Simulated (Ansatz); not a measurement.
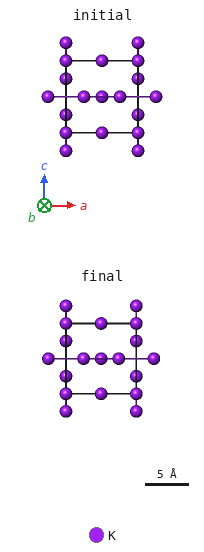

The structure of crystalline K (built on the database_223 type) before (top) and after (bottom) a relaxation, at one scale.

Style: ball-and-stick. Shown: the cell of the calculation, along the b axis.

Case: structure listed in a database for this formula (Pm-3n, No. 223).

These are results of Ansatz, DFT PBEsol, scalar-relativistic, plane waves, PAW, not measurements.

Input
```yaml
crystal:
  lattice:
    - [8.49038117, 0.0, 0.0]
    - [0.0, 8.49038117, 0.0]
    - [0.0, 0.0, 8.49038117]
  atoms:
    - { symbol: K, position: [0.0, 0.0, 0.0] }
    - { symbol: K, position: [0.5, 0.25, 0.0] }
    - { symbol: K, position: [0.5, 0.75, 0.0] }
    - { symbol: K, position: [0.0, 0.5, 0.25] }
    - { symbol: K, position: [0.25, 0.0, 0.5] }
    - { symbol: K, position: [0.75, 0.0, 0.5] }
    - { symbol: K, position: [0.5, 0.5, 0.5] }
    - { symbol: K, position: [0.0, 0.5, 0.75] }
basis:
  ecutwfc: 420
kpoints:
  mp_grid: { grid: [6, 6, 6] }
hamiltonian:
  xc: pbesol
scf:
  occupations: { method: gaussian, width: 0.1 }
output:
  forces: true
  stress: true
  eigenvalues: true
relax:
  adjacent_minimum: "off"
  f_tol: 0.01
  max_steps: 80
  cell: { stress_tol: 0.05 }
```

**Describe what moved and what it gained.**

The energy falls by 26.5 meV per cell of the calculation in 2 accepted moves (3 points after the start). All forces vanish by symmetry, so only the cell relaxes. Pressure: −0.21 GPa at the start and 0.02 GPa at the end. At 1 point the geometry stayed and the basis and grid were re-selected for the new cell (energy shift of less than 0.05 meV per cell of the calculation at most each time). The atoms keep their places relative to the cell (all moves are under 0.005 Å). Cell: a = b = c 8.490 → 8.291 Å (−2.3 %). Volume −6.9 %. Among the contacts that change: K2–K3 4.245 → 4.145 Å. The space group stays Pm-3n (No. 223). The run took roughly 2.3 core-minutes on a shared host.
